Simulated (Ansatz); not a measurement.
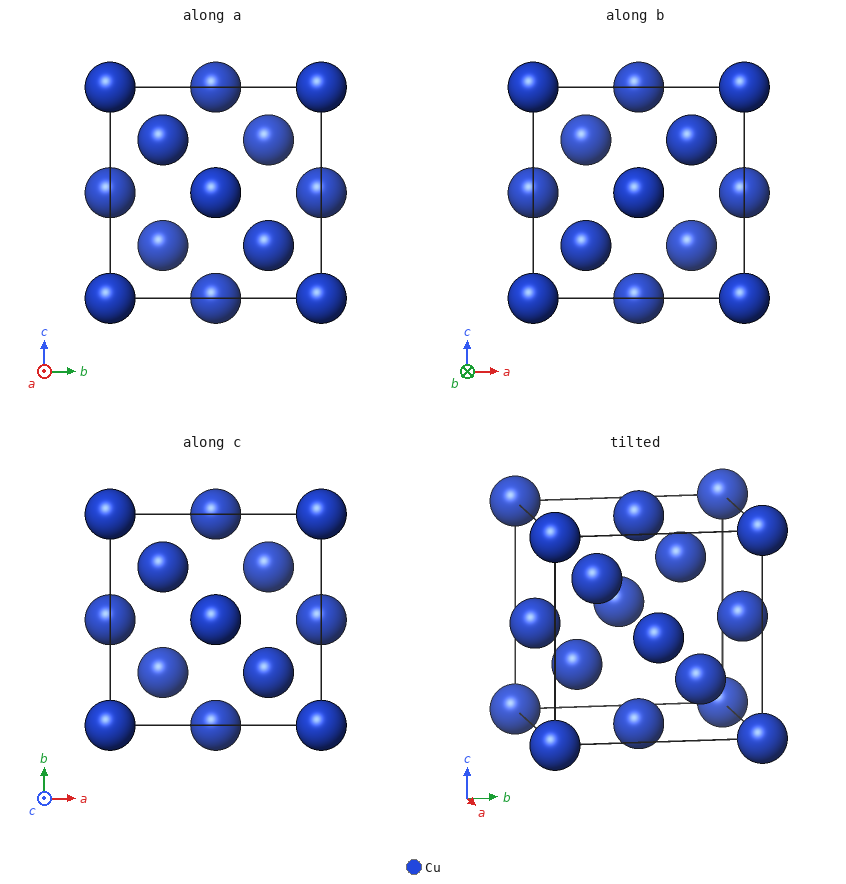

Spheres-only drawing of the structure, looking along the a axis, along the b axis, along the c axis and slightly off an axis. Atoms at the boundary of the conventional unit cell (the box) are drawn once for each face, edge or corner they touch.

Lattice parameters: a = 5.249 Å, b = 5.249 Å, c = 5.249 Å, α = 90.00°, β = 90.00°, γ = 90.00°. Put a along x and b in the xy plane.

Write down what is shown as a POSCAR file.

```
Cu
1.0
     5.249    0.000    0.000
     0.000    5.249    0.000
     0.000    0.000    5.249
Cu
8
Direct
  0.0000 0.0000 0.0000
  0.2500 0.7500 0.7500
  0.0000 0.5000 0.5000
  0.2500 0.2500 0.2500
  0.5000 0.0000 0.5000
  0.7500 0.7500 0.2500
  0.5000 0.5000 0.0000
  0.7500 0.2500 0.7500
```

The initial geometry was a structure type filled with this element by a generator (whether the element takes this form wasn't checked). This is the structure after a relaxation with DFT r2SCAN, scalar-relativistic, plane waves, PAW in Ansatz 0.2.0.
